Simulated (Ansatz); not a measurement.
## Geometry relaxation of FeCo (part 1 of 3)

System: FeCo (slab, 12 atoms in the cell).
Method: DFT PBEsol, scalar-relativistic, plane waves, PAW, spin-polarised (Ansatz 0.2.0).

The structure derives from an entry of the Crystallography Open Database. It belongs to a series of runs on one base structure; here: (1 1 0) slab, atoms relaxed. Figures and captions count atoms from 1; the log counts them from 0 in places.

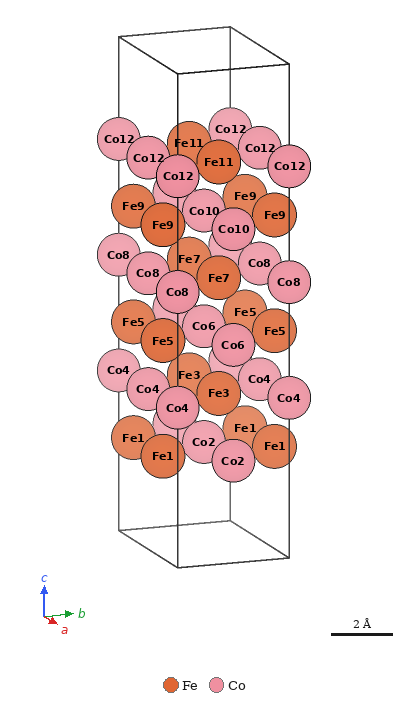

The starting structure (spheres-only view of the 2 × 1 repeat of the cell, with the vacuum cut short, seen slightly off an axis; atoms are numbered from 1 in the order of the input). An atom can appear more than once, as a periodic image.

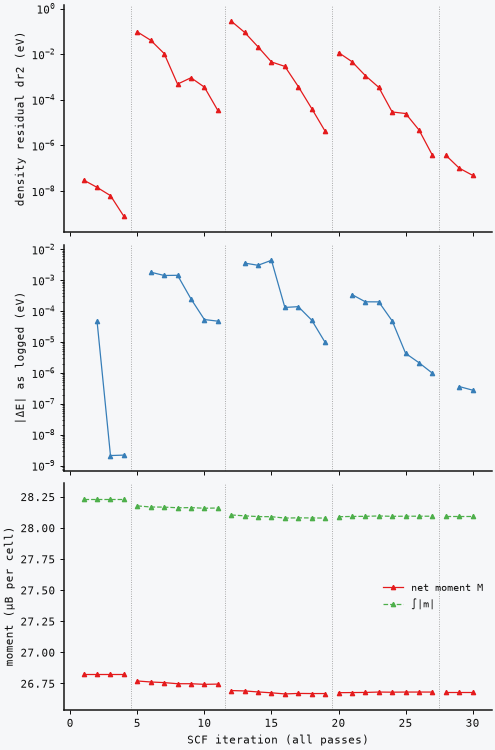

Convergence of the self-consistent field: density residual dr2, size of the energy change and magnetic moment against the SCF iteration. The dotted lines part the SCF passes of the relaxation: geometry steps, rejected trials and re-solves on a re-selected basis. The 5 passes take 3 to 8 iterations each, 30 in all. The net moment goes from 26.8 to 26.7 μB per cell.

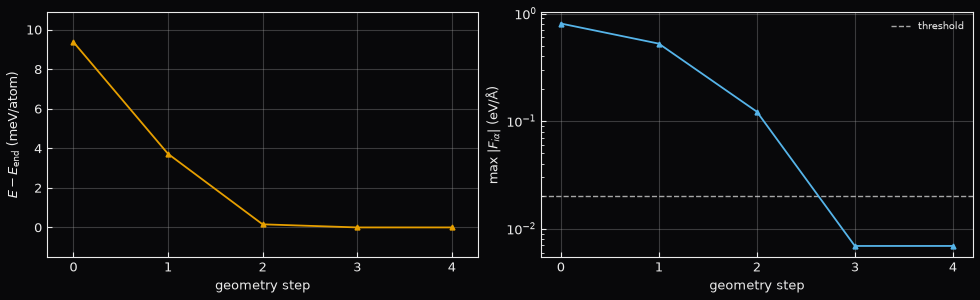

Progress of the relaxation, step by step (the first geometry is step 0 here and step 1 in the log).

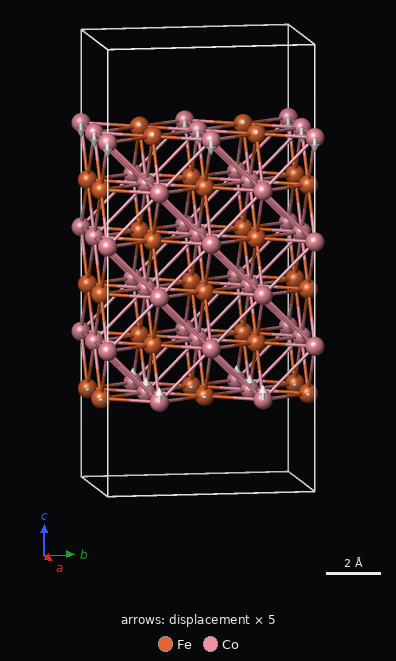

The starting structure with the displacements as white arrows, magnified 5 times (ball-and-stick view of the 2 × 2 repeat of the cell, with the vacuum cut short, seen slightly off an axis). The largest moves, 0.11 Å, are those of Co2 and Co12. By element the largest moves are Co 0.11 Å, Fe 0.03 Å. The lattice vectors keep their values. Among the contacts that change: Co2–Fe3 2.425 → 2.326 Å, Co10–Co12 2.800 → 2.716 Å, Co10–Fe11 2.425 → 2.446 Å, Co8–Fe9 2.425 → 2.435 Å. Among the angles that change: Co2–Fe1–Co2 180.0° → 173.1°, Co2–Fe1–Co4 109.5° → 106.3°, Co2–Fe1–Co4 70.5° → 67.7°. After 4 geometry steps the energy has fallen by 9.4 meV per atom. The largest force component goes from 0.81 to 0.0069 eV/Å. (Atoms are counted from 1 in the order of the input.)

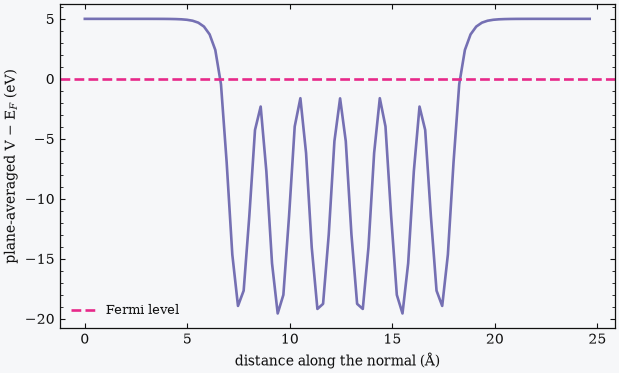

Plane average of the electrostatic potential energy of an electron across the cell, from the Fermi level. The vacuum level lies 4.99 eV above the Fermi level.

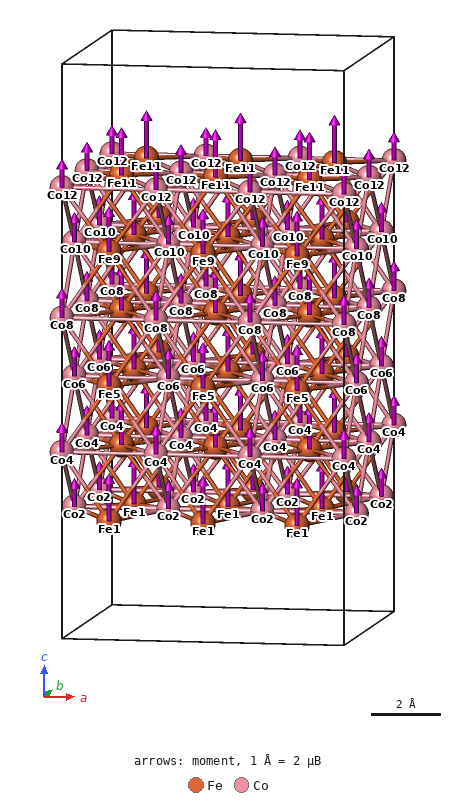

Magnetic moments of the sites as pink arrows (ball-and-stick view of the 3 × 2 repeat of the cell, with the vacuum cut short, seen slightly off an axis; atoms are numbered from 1 in the order of the input); small moments hardly show. The run is collinear, so the axis drawn is arbitrary. Site moments: Fe1, Fe11 (2.84 μB); Fe5, Fe7 (2.73 μB); Fe3, Fe9 (2.68 μB); Co6, Co8 (1.79 μB); Co4, Co10 (1.78 μB); Co2, Co12 (1.70 μB). They are counted near the atoms and needn't add up to the moment of the cell.

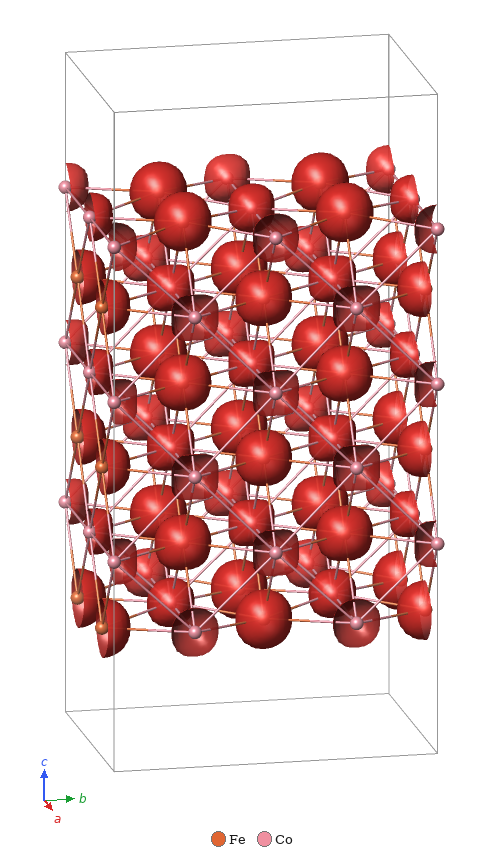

Isosurface of the spin density (up minus down) at +0.5 e/Å³ (red), seen slightly off an axis. Sticks mark near contacts. The cell of the calculation (12 atoms) carries 26.7 μB net. The fields are those of the smooth PAW valence density.

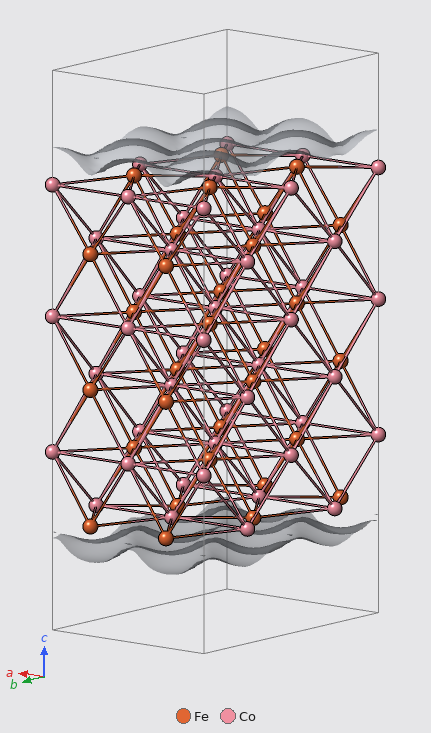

Isosurface of the valence electron density at 0.2 e/Å³ (grey), seen at an oblique angle. Sticks mark near contacts. At this value the density is joined into sheets; it holds about 100 % of the electrons treated as valence (semicore included). On the grid the lowest density along these lines, outside the cores, is 0.45 e/Å³ (Fe–Co, 2.33 Å), 0.28 e/Å³ (Co–Co, 2.72 Å), 0.38 e/Å³ (Fe–Co, 2.42 Å) and 0.26 e/Å³ (Co–Co, 2.79 Å).

The input that produced these results follows, with the program's output.

**Input file**
```yaml
crystal:
  lattice:
    - [2.8004162579, 0.0, 0.0]
    - [0.0, 3.9603866522, 0.0]
    - [0.0, 0.0, 24.9009666305]
  atoms:
    - { symbol: Fe, position: [0.5, 0.0, 0.3011931268], spin: 2.99 }
    - { symbol: Co, position: [0.0, 0.5, 0.3011931268], spin: 1.98 }
    - { symbol: Fe, position: [0.5, 0.5, 0.3807158761], spin: 2.99 }
    - { symbol: Co, position: [0.0, 0.0, 0.3807158761], spin: 1.98 }
    - { symbol: Fe, position: [0.5, 0.0, 0.4602386254], spin: 2.99 }
    - { symbol: Co, position: [0.0, 0.5, 0.4602386254], spin: 1.98 }
    - { symbol: Fe, position: [0.5, 0.5, 0.5397613746], spin: 2.99 }
    - { symbol: Co, position: [0.0, 0.0, 0.5397613746], spin: 1.98 }
    - { symbol: Fe, position: [0.5, 0.0, 0.6192841239], spin: 2.99 }
    - { symbol: Co, position: [0.0, 0.5, 0.6192841239], spin: 1.98 }
    - { symbol: Fe, position: [0.5, 0.5, 0.6988068732], spin: 2.99 }
    - { symbol: Co, position: [0.0, 0.0, 0.6988068732], spin: 1.98 }
basis:
  ecutwfc: 420
kpoints:
  mp_grid: { grid: [12, 9, 1] }
hamiltonian:
  xc: pbesol
scf:
  occupations: { method: gaussian, width: 0.1 }
output:
  forces: true
  eigenvalues: true
  populations: true
  write_density: true
  write_potential: true
  elf: true
  volumetric_format: npy
magnetization:
  spin_polarized: true
relax:
  adjacent_minimum: "off"
  f_tol: 0.02
  max_steps: 60
efield:
  axis: 3
  dipole_correction: true
  ramp_width: 0.04
checkpoint:
  read: start.run
  write: ck
  compress: false
  write_wavefunctions: false
  write_every: 100000
```

Launched with:
```bash
ansatz run input.yaml --threads 4 --pin off --max-ram 10240MiB --backend cpu --events-out ev --progress --plain --runs-dir out
```

**Output**
```
Engine: ansatz 0.2.0, aarch64-unknown-linux-gnu
Pseudopotentials: kind: paw
Pseudopotential: Fe, paw, valence charge 16, recommended cutoff 420 eV (normal), Fe.paw.azcp
Pseudopotential: Co, paw, valence charge 17, recommended cutoff 420 eV (normal), Co.paw.azcp
Functional definition: PBEsol
  exchange = pbesol_x
  correlation = pbesol_c
Crystal: 12 atoms, lattice volume = 276.170 Å³
Basis set: ecut = 420 eV, 5407 PW (Γ), exchange–correlation on 40×54×360 points (8 copies of the dense FFT grid, shifted against one another)
Bands: 137, of which v1, the nominal top of the filled ones, is band 99 counted from 1 (98 counted from 0)
Symmetry: 4 space group operations
k-points: 35 of 108
Non-local potential: Fe, projectors of the file, l = 0: 3, l = 1: 2, l = 2: 3, l = 3: 1
Non-local potential: Co, projectors of the file, l = 0: 3, l = 1: 2, l = 2: 3, l = 3: 1
PAW form: soft (Blöchl's): semilocal exchange-correlation on the pseudo side does not see the compensation charge
PAW frozen core: Fe, regenerated for the run's functional, and the local potential with it (the file was generated under x = pbe(κ = 0.804, μ = 0.2195149727645171), c = pbe(β = 0.06672455060314922))
PAW frozen core: Co, regenerated for the run's functional, and the local potential with it (the file was generated under x = pbe(κ = 0.804, μ = 0.2195149727645171), c = pbe(β = 0.06672455060314922))
PAW one-centre angular grid: Fe, 590 points (default); XC on 64 Gauss nodes
PAW one-centre angular grid: Co, 590 points (default); XC on 64 Gauss nodes
Initial density: read from a saved state, or passed on in memory by an earlier SCF of this step, an earlier step, the calling program or the single point that the run made first
Stability of the state it starts from, as read at its close in the collinear treatment: not read negative (Ritz values of 1 − χ₀K, real part plus size of imaginary part, from 0.77 to 0.92, by its mixing steps under the symmetry group of the SCF that read it); its run was given moments
Starting moments: Σ|m| = 29.82 μB on 12 of 12 sites; this step starts from the density that it was given
Initial wavefunctions: pseudopotential atomic-orbital guess
Functional: x = pbesol(κ = 0.804, μ = 0.12345679012345678), c = pbesol(β = 0.046)
iter 1 solved again at ethr=2.39e-6 eV; its pass at ethr=3.10e-3 eV (dr2=4.74e-3 eV) is discarded
SCF iter   1: F=—  HF=-57247.620890 eV  |F-HF|=—  |Δ(HF+E_count)|=         —  Δρ=4.10e-6 (↑2.31e-6 ↓4.10e-6)  dr2=3.03e-8  dr2_m=9.62e-9  M=26.825 μB ∫|m|=28.235 μB  β_m=1.20  ethr=2.39e-6  p=-0.000 e·Å  D=-7.48e-8 V/Å  ΔV_dip=0.00 eV  dr2_dipole=1.77e-9  V_vac-E_F(+/−)=5.08/5.08 eV  ⟨swp⟩=4.9  Hψ=72265  notcnv=0
efield: sawtooth ramp at fractional position 0.9800 (placed from the atoms, in the widest stretch of the axis that holds none; the zero of the levels goes with the place), width 0.0400; the density the first Hamiltonian is built on has a dipole p = -0.000 e·Å; the dipole correction subtracts the counter field D = -7.48e-8 V/Å, which shifts the + side's vacuum level by +0.00 eV against the − side's; the planar-averaged density in the ramp window peaks in size at 6.7e-6 e/Å³
eigensolver tolerance schedule: the retry pair's looser diagonalisation over-reported the residual by 156306.17 of it (diagonalisation noise at an unbounded share of the residual, at the tolerance the schedule requests for it); recorded, not acted on — ethr = c·dr2/N_el stays at c = 1.0e-1
preconditioner: auto → LDOS  [metal: Δε(μ)=0.001 eV  Ē_g=7.609 eV  σ=0.100 eV  W_gap=0.00  n_scr=76 (ndim 8)  ℏωp=22.6 eV  f_vac=0.480  D(μ)=9.33/eV (n_scr^D=66)]
spin=Collinear: LDOS preconditioning applied to the charge; magnetization (m = ρ↑ − ρ↓) channel mixes plain (no charge-response kernel on spin).
SCF iter   2: F=—  HF=-57247.620936 eV  |F-HF|=—  |Δ(HF+E_count)|=   4.66e-5  Δρ=2.61e-6 (↑1.91e-6 ↓2.61e-6)  dr2=1.45e-8  dr2_m=1.00e-8  M=26.825 μB ∫|m|=28.235 μB  β_m=0.24  ethr=1.53e-11  p=0.000 e·Å  D=9.13e-8 V/Å  ΔV_dip=-0.00 eV  dr2_dipole=2.39e-10  V_vac-E_F(+/−)=5.08/5.08 eV  ⟨swp⟩=22.1  Hψ=110176  notcnv=0
density mixer auto → msr1: a metal under ldos (density of states about μ 2.35 of a free-electron gas's, 76 screened modes)
iter 3 did not close the SCF: its close was put off until two iterations running show no level that it waits for move by more than its bar (scf_convergence_deferred on its scf_iter line)
SCF iter   3: F=-57247.620936 eV  HF=-57247.620936 eV  |F-HF|=2.26e-9  |Δ(HF+E_count)|=   2.12e-9  Δρ=1.61e-6 (↑1.14e-6 ↓1.61e-6)  dr2=6.31e-9  dr2_m=3.51e-9  M=26.825 μB ∫|m|=28.235 μB  β_m=0.37  ethr=7.32e-12  p=0.000 e·Å  D=5.44e-8 V/Å  ΔV_dip=-0.00 eV  dr2_dipole=1.36e-10  V_vac-E_F(+/−)=5.08/5.08 eV  ⟨swp⟩=7.0  Hψ=51754  notcnv=0
SCF iter   4: F=-57247.620936 eV  HF=-57247.620936 eV  |F-HF|=3.78e-10  |Δ(HF+E_count)|=   2.19e-9  Δρ=5.33e-7 (↑3.76e-7 ↓5.33e-7)  dr2=7.76e-10  dr2_m=2.22e-10  M=26.825 μB ∫|m|=28.235 μB  ethr=3.19e-12  p=0.000 e·Å  D=4.11e-8 V/Å  ΔV_dip=-0.00 eV  dr2_dipole=1.03e-11  V_vac-E_F(+/−)=5.08/5.08 eV  ⟨swp⟩=7.3  Hψ=51956  notcnv=0
SCF 1 converged in 4 iterations: F = -57247.620936 eV  dr2 = 7.76e-10
  greatest PAW one-centre occupation: 1.003 electrons in one spin orbital (limit 2), on the Fe atom at site 10 (counted from 0), in its partial waves of l = 1
relax step   1: F+E_penalty+E_count = -57247.62093623 eV  Δ(F+E_penalty+E_count) = +0.000e0 eV  max|allowed force component| = 8.082e-1 eV/Å  Δτ_max = 0.0000 Å  (4 SCF iters, accepted)
Initial density: handed on by an earlier stage of this run
Initial wavefunctions: those handed on with the density
iter 1 solved again at ethr=5.24e-5 eV; its pass at ethr=3.10e-3 eV (dr2=1.04e-1 eV) is discarded
```
